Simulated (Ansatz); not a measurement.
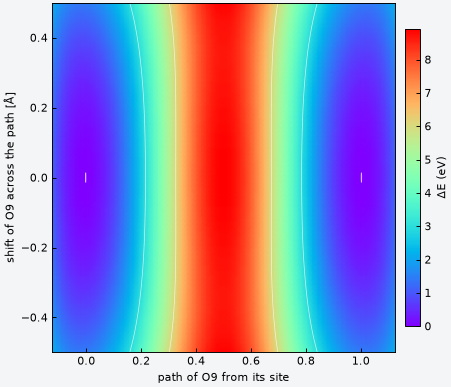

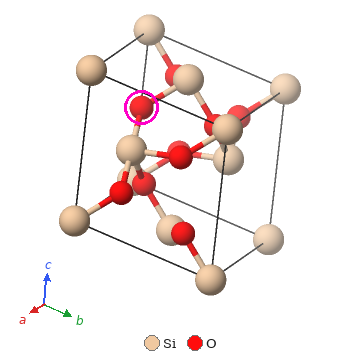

Energy landscape of SiO₂ (P4_2/mnm phase) with one O vacancy (11 atoms in the cell). An atom moved over a plane that holds its own site and a neighbouring vacancy (x along [0 −1 1], y along [0 1 1], z along [−1 0 0] of the conventional cell). The first coordinate is: path of O9 from its site (0) to the vacancy (1), 2.285 Å; the second: shift of O9 across the path, along the Cartesian direction [−1 1 0]. Nothing is relaxed (all other atoms held at the sites of the perfect crystal). The scan uses an 11 × 9 grid; 30 points were computed and 69 follow by symmetry. Points are written as (first, second). Energies: eV per cell, counted from the lowest grid point. The band gap closes in part of the range. Computed with Ansatz, DFT LDA, scalar-relativistic, plane waves, PAW. Settings: cutoff 420 eV, k-mesh 6×6×6, gaussian smearing 0.05 eV, no spin polarisation.

Drawn: a smooth colour map with a few white contour lines. Between grid points the surface is interpolated. The second picture is the structure at the lowest point; rings mark the moved atoms.

Q: Where are the wells?

A: The lowest grid point is at (0.000, 0.000 Å) [nearest 3 Si at 1.77 Å]; the map holds 2 wells of about this depth. No other kind of well shows on this grid. The highest grid point, (0.500, 0.000 Å) [nearest 2 Si at 1.33 Å], lies 8.9 eV above the lowest. On the interpolated surface the easiest way out of the lowest well to a well of about the same depth near (1.000, 0.000 Å) [nearest 3 Si at 1.77 Å] passes a barrier of about 8.7 eV. Round the minimum the two coordinates are nearly uncoupled.

Each point was launched as `ansatz run input.yaml --threads 4 --pin off --max-ram 8192MiB --backend cpu --events-out ev --progress --plain --runs-dir out`. The whole map (30 points run) took 4.6 min on 4 threads of Arm Neoverse V1 (shared host).

PAW datasets: the set soft_1.
